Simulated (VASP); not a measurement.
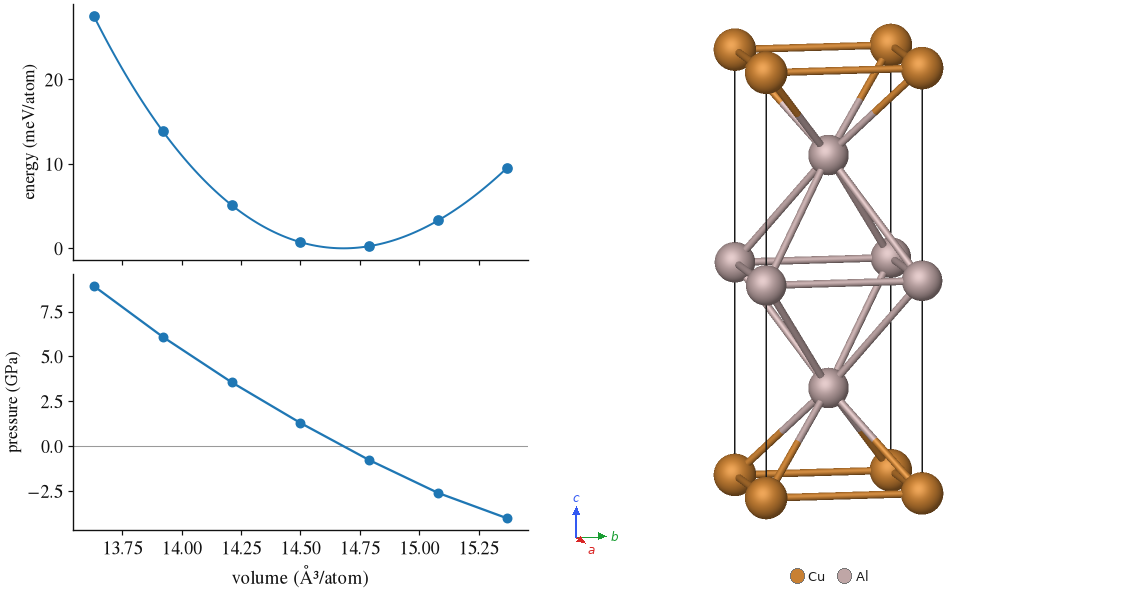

The plot gives the computed energy and pressure against volume for Al₃Cu, space group P4/mmm (No. 123). The conventional cell is drawn beside the plot.

The given structure:
```xyz
4
Lattice="2.7784 0.0000 0.0000 0.0000 2.7784 0.0000 0.0000 0.0000 7.5134" Properties=species:S:1:pos:R:3 pbc="T T T"
Cu    0.0000    0.0000    0.0000
Al    1.3892    1.3892    5.8145
Al    1.3892    1.3892    1.6989
Al    0.0000    0.0000    3.7567
```

Calculation (VASP 6.6.1): plane-wave DFT, no spin polarisation; energies at scaled volumes of the given cell, shape and fractions fixed, counted from the fit's minimum, third-order Birch-Murnaghan fit. Level: PBEsol.

```
       setting                                 value
        k mesh                               10×10×4
   occupations                           Fermi–Dirac
smearing width                               0.05 eV
    potentials  VASP PAW PBE potentials, recommended
   wave cutoff                                520 eV
```

Question: Give the fitted equation-of-state parameters.

Answer: A third-order Birch–Murnaghan fit gives V0 = 14.68 Å³/atom, B0 = 102 GPa and B′ = 4.4.

Question: How does the pressure vary with volume?

Answer: It falls from 8.92 GPa at volume 13.63 Å³/atom to −4.02 GPa at 15.37 Å³/atom, and changes sign near 14.68 Å³/atom.

Limits of the calculation: shape and atomic fractions are frozen while scaling, which makes layered, chain and framework solids too stiff.
